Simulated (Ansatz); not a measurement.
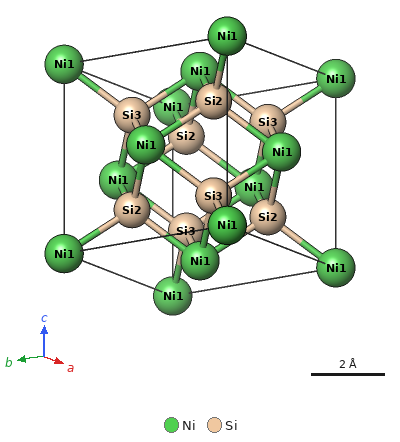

Figure 1. The structure (ball-and-stick view of the cell 4 times as large as that of the calculation, set on its symmetry axes, seen at an oblique angle; atoms are numbered from 1 in the order of the input).

**Two runs on NiSi$_{2}$**

System: NiSi$_{2}$ (3 atoms in the cell).
Method of the first run: Kohn-Sham DFT of a periodic cell, PBEsol, all-electron LAPW, scalar-relativistic, spin-polarised (Ansatz 0.2.0).

The structure derives from an entry of the Crystallography Open Database. Text and figures count atoms from 1; the logs count them from 0 in places.

**Input, the first run**
```yaml
crystal:
  lattice:
    - [0.0, 2.703, 2.703]
    - [2.703, 0.0, 2.703]
    - [2.703, 2.703, 0.0]
  atoms:
    - { symbol: Ni, position: [0.0, 0.0, 0.0], spin: 1.0 }
    - { symbol: Si, position: [0.75, 0.75, 0.75] }
    - { symbol: Si, position: [0.25, 0.25, 0.25] }
kpoints:
  mp_grid: { grid: [9, 9, 9] }
scf:
  occupations: { method: fermi_dirac, width: 0.05 }
hamiltonian:
  xc: pbesol
  pseudopotentials: { kind: all_electron, lapw: { basis_error: 0.001 } }
magnetization:
  spin_polarized: true
output:
  forces: true
  stress: true
  eigenvalues: true
  populations: true
```

Launched with:
```bash
ansatz run input.yaml --threads 4 --pin off --max-ram 12288MiB --backend cpu --events-out ev --progress --plain --runs-dir out
```

Hardware: 4 threads of Arm Neoverse V2, 128 GiB of memory available, shared host.

**Output, shortened to warnings, some set-up lines, iterations and results (the first run)**
```
WARN: the starting moments were not kept: the SCF closed with an absolute magnetisation of 1.3e-6 μB, where they sum to 1 μB in size (1 site). That is at most 0.1 of that sum. Measured as dr2_m measures the in/out step, that magnetisation stands 3.6e-14 eV from none, at or under the dr2_threshold of 1.0e-7 eV: it is no larger than a step whose dr2_m would equal this threshold. The system may hold …
Basis set: ecut = 293.3744697193236 eV, 459 PW (Γ), exchange–correlation at level 2
Symmetry: 48 space group operations
k-points: 35 of 729
Initial density: superposition of atomic densities (chi_scale 0.1, normalization cell)
[...]
SCF iter   1: F=—  HF=-57106.015794 eV  |F-HF|=—  |Δ(HF+E_count)|=         —  Δρ=4.45e-2 (↑1.93e-2 ↓4.45e-2)  dr2=1.75e0  dr2_m=1.90e-1  M=0.086 μB ∫|m|=0.136 μB  β_m=0.30  …
SCF iter   2: F=—  HF=-57105.801478 eV  |F-HF|=—  |Δ(HF+E_count)|=   2.14e-1  Δρ=3.13e-2 (↑1.56e-2 ↓3.13e-2)  dr2=8.82e-1  dr2_m=1.00e-1  M=0.064 μB ∫|m|=0.113 μB  β_m=0.57  …
SCF iter   3: F=—  HF=-57106.018903 eV  |F-HF|=—  |Δ(HF+E_count)|=   2.17e-1  Δρ=2.12e-2 (↑1.41e-2 ↓2.12e-2)  dr2=9.03e-1  dr2_m=6.19e-3  M=0.023 μB ∫|m|=0.042 μB  β_m=0.43  …
SCF iter   4: F=—  HF=-57105.414192 eV  |F-HF|=—  |Δ(HF+E_count)|=   6.05e-1  Δρ=4.71e-3 (↑4.71e-3 ↓4.51e-3)  dr2=6.19e-2  dr2_m=2.77e-5  M=0.003 μB ∫|m|=0.019 μB  β_m=0.72  …
SCF iter   5: F=—  HF=-57105.410378 eV  |F-HF|=—  |Δ(HF+E_count)|=         —  Δρ=2.32e-3 (↑2.32e-3 ↓2.06e-3)  dr2=1.62e-2  dr2_m=2.07e-5  M=0.000 μB ∫|m|=0.002 μB  β_m=0.86  …
SCF iter   6: F=—  HF=-57105.408297 eV  |F-HF|=—  |Δ(HF+E_count)|=   2.08e-3  Δρ=9.60e-4 (↑9.60e-4 ↓8.73e-4)  dr2=2.66e-3  dr2_m=1.47e-6  M=-0.000 μB ∫|m|=0.002 μB  β_m=0.93  …
SCF iter   7: F=—  HF=-57105.407775 eV  |F-HF|=—  |Δ(HF+E_count)|=   5.22e-4  Δρ=1.53e-4 (↑1.53e-4 ↓1.50e-4)  dr2=5.03e-5  dr2_m=4.66e-8  M=-0.000 μB ∫|m|=0.001 μB  β_m=0.96  …
SCF iter   8: F=—  HF=-57105.407804 eV  |F-HF|=—  |Δ(HF+E_count)|=   2.92e-5  Δρ=4.46e-5 (↑4.46e-5 ↓3.98e-5)  dr2=4.51e-6  dr2_m=4.26e-9  M=0.000 μB ∫|m|=0.000 μB  β_m=0.98  …
SCF iter   9: F=—  HF=-57105.407804 eV  |F-HF|=—  |Δ(HF+E_count)|=   3.28e-7  Δρ=1.38e-5 (↑1.38e-5 ↓1.12e-5)  dr2=3.72e-7  dr2_m=1.27e-9  M=0.000 μB ∫|m|=0.000 μB  β_m=0.98  …
SCF iter  10: F=—  HF=-57105.407804 eV  |F-HF|=—  |Δ(HF+E_count)|=   1.42e-7  Δρ=2.43e-6 (↑2.43e-6 ↓2.18e-6)  dr2=5.93e-9  dr2_m=5.44e-11  M=0.000 μB ∫|m|=0.000 μB  β_m=0.93  …
SCF iter  11: F=—  HF=-57105.407804 eV  |F-HF|=—  |Δ(HF+E_count)|=   1.96e-9  Δρ=7.89e-7 (↑7.89e-7 ↓7.74e-7)  dr2=8.84e-10  dr2_m=5.68e-12  M=0.000 μB ∫|m|=0.000 μB  β_m=0.95 …
SCF iter  12: F=-57105.407804 eV  HF=-57105.407804 eV  |F-HF|=2.91e-11  |Δ(HF+E_count)|=  2.91e-11  Δρ=2.18e-7 (↑2.05e-7 ↓2.18e-7)  dr2=5.81e-11  dr2_m=4.23e-13  M=0.000 μB …
SCF 1 converged in 12 iterations: F = -57105.407804 eV  dr2 = 5.81e-11
WARN: the starting moments were not kept: the SCF closed with an absolute magnetisation of 1.3e-6 μB, where they sum to 1 μB in size (1 site). That is at most 0.1 of that sum. Measured as dr2_m measures the in/out step, that magnetisation stands 3.6e-14 eV from none, at or under the dr2_threshold …
SCF converged after 12 iterations
Magnetization: 0.0000 μB (21.0000 up, 21.0000 down)
Absolute magnetization: 0.0000 μB (∫|ρ↑−ρ↓|)
Spin contamination: 0.0000 ħ² per cell (⟨S²⟩ above its minimum at these occupations)
Per-site moments (μB) at R_I (Å): [(6.885104220089033e-8, 1.2742860317301197), (5.9604027491388933e-8, 1.0665805998175868), (5.9604027491388933e-8, 1.0665805998175868)]
Free energy (F): -57105.407804 eV
Harris-Foulkes:  -57105.407804 eV  (|F-HF|=2.91e-11)
Internal energy: -57105.400042 eV  (E = F + TS)
E sigma→0 (E₀):  -57105.403923 eV
Entropy (-TS):   -0.007761 eV (-2.587 meV/atom)
Fermi energy:    14.495121 eV
--- Per-component energies (eV) ---
  E_band       = -1709.789222
  E_kinetic    = 57802.544654
  E_xc         = -2804.945006
  E_electrostatic = -112102.999691  (all electrons and nuclei)
  E_smearing   = -0.007761  (= −TS)
  E_closure    = 0.000000  (closes the sum)
  E_atoms      = -57084.767189  (free atoms, spherical and without spin; not in F)
[...]
```

For the second run the input was changed thus:
```diff
-    - { symbol: Ni, position: [0.0, 0.0, 0.0], spin: 1.0 }
-    - { symbol: Si, position: [0.75, 0.75, 0.75] }
-    - { symbol: Si, position: [0.25, 0.25, 0.25] }
+    - { symbol: Ni, position: [0.004926, 0.009894, -0.004602], spin: 1.0 }
+    - { symbol: Si, position: [0.753316, 0.750879, 0.766417] }
+    - { symbol: Si, position: [0.244696, 0.252961, 0.255178] }
```

What does this change do to the results?

With the same functional and potentials, the second run lies 7.2 meV per atom higher. The pressure goes from −0.92 to −0.72 GPa. The largest force goes from 0.000 to 0.455 eV/Å. The number of SCF iterations is the same. The irreducible k-points go from 35 to 365. The plane waves at Γ go from 459 to 531. On the same kind of shared host the second run took about 15 times as long.

**Output, shortened to warnings, some set-up lines, iterations and results (the second run)**
```
WARN: the starting moments were not kept: the SCF closed with an absolute magnetisation of 1.4e-6 μB, where they sum to 1 μB in size (1 site). That is at most 0.1 of that sum. Measured as dr2_m measures the in/out step, that magnetisation stands 4.5e-14 eV from none, at or under the dr2_threshold of 1.0e-7 eV: it is no larger than a step whose dr2_m would equal this threshold. The system may hold …
Basis set: ecut = 303.75175261732215 eV, 531 PW (Γ), exchange–correlation at level 2
Symmetry: 1 space group operations
k-points: 365 of 729 (time reversal used)
Initial density: superposition of atomic densities (chi_scale 0.1, normalization cell)
[...]
SCF iter   1: F=—  HF=-57106.003212 eV  |F-HF|=—  |Δ(HF+E_count)|=         —  Δρ=4.51e-2 (↑1.98e-2 ↓4.51e-2)  dr2=1.78e0  dr2_m=1.99e-1  M=0.082 μB ∫|m|=0.135 μB  β_m=0.30  …
SCF iter   2: F=—  HF=-57105.786423 eV  |F-HF|=—  |Δ(HF+E_count)|=   2.17e-1  Δρ=3.17e-2 (↑1.61e-2 ↓3.17e-2)  dr2=9.01e-1  dr2_m=1.05e-1  M=0.059 μB ∫|m|=0.113 μB  β_m=0.57  …
SCF iter   3: F=—  HF=-57105.976989 eV  |F-HF|=—  |Δ(HF+E_count)|=   1.91e-1  Δρ=2.12e-2 (↑1.41e-2 ↓2.12e-2)  dr2=9.07e-1  dr2_m=6.04e-3  M=0.022 μB ∫|m|=0.041 μB  β_m=0.44  …
SCF iter   4: F=—  HF=-57105.392317 eV  |F-HF|=—  |Δ(HF+E_count)|=   5.85e-1  Δρ=4.72e-3 (↑4.72e-3 ↓4.46e-3)  dr2=6.06e-2  dr2_m=4.25e-5  M=0.003 μB ∫|m|=0.018 μB  β_m=0.72  …
SCF iter   5: F=—  HF=-57105.388874 eV  |F-HF|=—  |Δ(HF+E_count)|=         —  Δρ=2.27e-3 (↑2.27e-3 ↓2.06e-3)  dr2=1.58e-2  dr2_m=1.41e-5  M=0.001 μB ∫|m|=0.002 μB  β_m=0.86  …
SCF iter   6: F=—  HF=-57105.386727 eV  |F-HF|=—  |Δ(HF+E_count)|=   2.15e-3  Δρ=9.23e-4 (↑9.23e-4 ↓8.41e-4)  dr2=2.43e-3  dr2_m=1.46e-6  M=-0.000 μB ∫|m|=0.002 μB  β_m=0.93  …
SCF iter   7: F=—  HF=-57105.386298 eV  |F-HF|=—  |Δ(HF+E_count)|=   4.29e-4  Δρ=1.52e-4 (↑1.52e-4 ↓1.50e-4)  dr2=5.06e-5  dr2_m=4.79e-8  M=-0.000 μB ∫|m|=0.001 μB  β_m=0.96  …
SCF iter   8: F=—  HF=-57105.386326 eV  |F-HF|=—  |Δ(HF+E_count)|=   2.78e-5  Δρ=4.40e-5 (↑4.40e-5 ↓3.86e-5)  dr2=4.26e-6  dr2_m=4.99e-9  M=-0.000 μB ∫|m|=0.000 μB  β_m=0.97  …
SCF iter   9: F=—  HF=-57105.386325 eV  |F-HF|=—  |Δ(HF+E_count)|=   3.36e-7  Δρ=1.41e-5 (↑1.41e-5 ↓1.14e-5)  dr2=3.75e-7  dr2_m=1.17e-9  M=0.000 μB ∫|m|=0.000 μB  β_m=0.96  …
SCF iter  10: F=—  HF=-57105.386325 eV  |F-HF|=—  |Δ(HF+E_count)|=   1.42e-7  Δρ=2.55e-6 (↑2.55e-6 ↓2.23e-6)  dr2=6.05e-9  dr2_m=6.60e-11  M=0.000 μB ∫|m|=0.000 μB  β_m=0.95  …
SCF iter  11: F=—  HF=-57105.386325 eV  |F-HF|=—  |Δ(HF+E_count)|=   1.13e-9  Δρ=8.09e-7 (↑8.09e-7 ↓8.00e-7)  dr2=9.72e-10  dr2_m=5.90e-12  M=0.000 μB ∫|m|=0.000 μB  β_m=0.95 …
SCF iter  12: F=-57105.386325 eV  HF=-57105.386325 eV  |F-HF|=7.28e-11  |Δ(HF+E_count)|=  1.16e-10  Δρ=2.17e-7 (↑2.07e-7 ↓2.17e-7)  dr2=5.51e-11  dr2_m=4.56e-13  M=0.000 μB …
SCF 1 converged in 12 iterations: F = -57105.386325 eV  dr2 = 5.51e-11
WARN: the starting moments were not kept: the SCF closed with an absolute magnetisation of 1.4e-6 μB, where they sum to 1 μB in size (1 site). That is at most 0.1 of that sum. Measured as dr2_m measures the in/out step, that magnetisation stands 4.5e-14 eV from none, at or under the dr2_threshold …
SCF converged after 12 iterations
Magnetization: 0.0000 μB (21.0000 up, 21.0000 down)
Absolute magnetization: 0.0000 μB (∫|ρ↑−ρ↓|)
Spin contamination: 0.0000 ħ² per cell (⟨S²⟩ above its minimum at these occupations)
Per-site moments (μB) at R_I (Å): [(1.0704484765255984e-7, 1.2556465347662868), (7.513251265578447e-8, 1.0535535503797624), (7.384172828750479e-8, 1.0535535503797624)]
Free energy (F): -57105.386325 eV
Harris-Foulkes:  -57105.386325 eV  (|F-HF|=7.28e-11)
Internal energy: -57105.378570 eV  (E = F + TS)
E sigma→0 (E₀):  -57105.382448 eV
Entropy (-TS):   -0.007755 eV (-2.585 meV/atom)
Fermi energy:    14.479782 eV
--- Per-component energies (eV) ---
  E_band       = -1709.943975
  E_kinetic    = 57802.670858
  E_xc         = -2804.967879
  E_electrostatic = -112103.081549  (all electrons and nuclei)
  E_smearing   = -0.007755  (= −TS)
  E_closure    = 0.000000  (closes the sum)
  E_atoms      = -57084.767189  (free atoms, spherical and without spin; not in F)
[...]
```

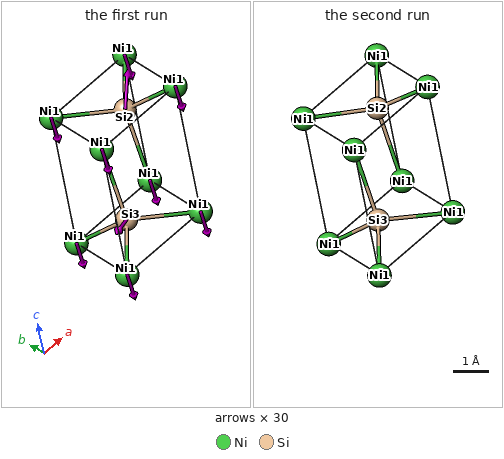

Figure 2. The two input geometries at one scale (ball-and-stick view of the cell of the calculation, seen slightly off an axis). The pink arrows on the first give the shifts of the atoms relative to the cell, with their mean removed, magnified 30 times. Si2 moves most: 0.040 Å. By element the largest moves are Si 0.040 Å, Ni 0.033 Å. (The mean shift of all atoms is removed.) The lattice vectors keep their values. Among the contacts that change: Ni1–Si2 2.341 → 2.407 Å, Ni1–Si3 2.341 → 2.373 Å.

**The two runs side by side**

```csv
quantity,the first run,the second run
outcome,converged,converged
free energy per atom (eV),−19035.1359,−19035.1288
"energy per atom, smearing taken to zero (eV)",−19035.1346,−19035.1275
gap on the mesh (eV),0.00,0.00
net moment of the cell (μB),0.00,0.00
absolute moment of the cell (μB),0.00,0.00
pressure (GPa),−0.92,−0.72
largest force (eV/Å),0.000,0.455
SCF iterations,12,12
irreducible k-points,35,365
plane waves at Γ,459,531
wall time (shared host),9.1 s,2.3 min
```

For both runs: Warnings: some starting moments were not kept.
